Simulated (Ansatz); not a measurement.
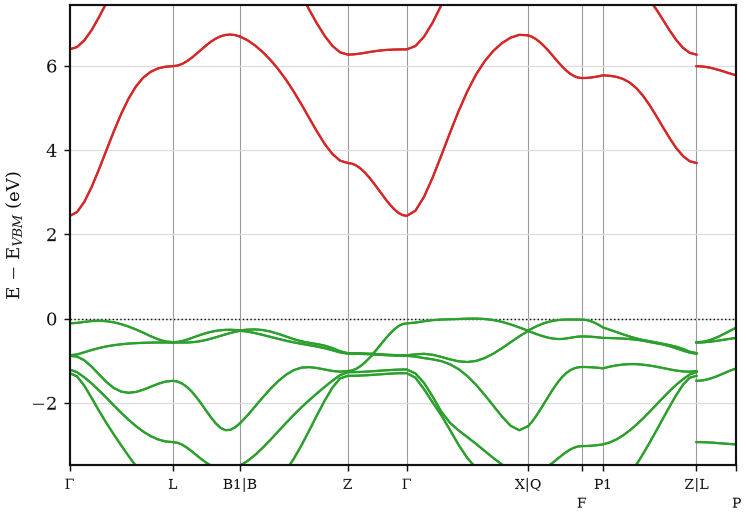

Band structure. Energies are counted from the top of the valence band.

Which system does the plot belong to?
A. bcc Ti, space group Im-3m, 1 atom in the primitive cell (cubic a = 3.282 Å); PBEsol
B. bcc Ta, space group Im-3m, 1 atom in the primitive cell (cubic a = 3.303 Å); RPBE
C. SnO2, space group R-3m (No. 166), 3 atoms in the primitive cell (a = 3.234 Å, c = 14.402 Å (hexagonal axes)); r2SCAN+SOC

C. The bands leave a gap. The gap along this path is 2.44 eV and indirect, from the valence-band top between Γ and X to the conduction-band bottom at Γ; the smallest direct gap is 2.55 eV, at Γ. At F the top valence band lies only 0.03 eV lower. The top valence band spans 0.8 eV and the lowest conduction band 4.3 eV. The direct gaps are 5.98 eV at P, 4.51 eV at Z and 5.73 eV at F. A rhombohedral lattice: the path Γ–L–B1|B–Z–Γ–X|Q–F–P1–Z|L–P runs through the special points of its Brillouin zone.

Method: r2SCAN, Ansatz PAW, spin-orbit coupling, no magnetisation, 7×7×7 k mesh, 500 eV cutoff, Fermi-Dirac smearing of 0.05 eV (Ansatz 0.2.0).

The PAW data sets were made with another functional. LDA, GGA and most meta-GGA functionals understate gaps. The cell is at −7 GPa in this functional. The usual form of SnO2 is rutile. In reduced coordinates of the cell that was run, L is (0.5, 0, 0), B1 is (0.5, 0.192, −0.192), B is (0.808, 0.5, 0.192), Z is (0.5, 0.5, 0.5), X is (0.346, 0, −0.346), Q is (0.654, 0.346, 0), F is (0.5, 0.5, 0), P1 is (0.654, 0.654, 0.192) and P is (0.808, 0.346, 0.346).
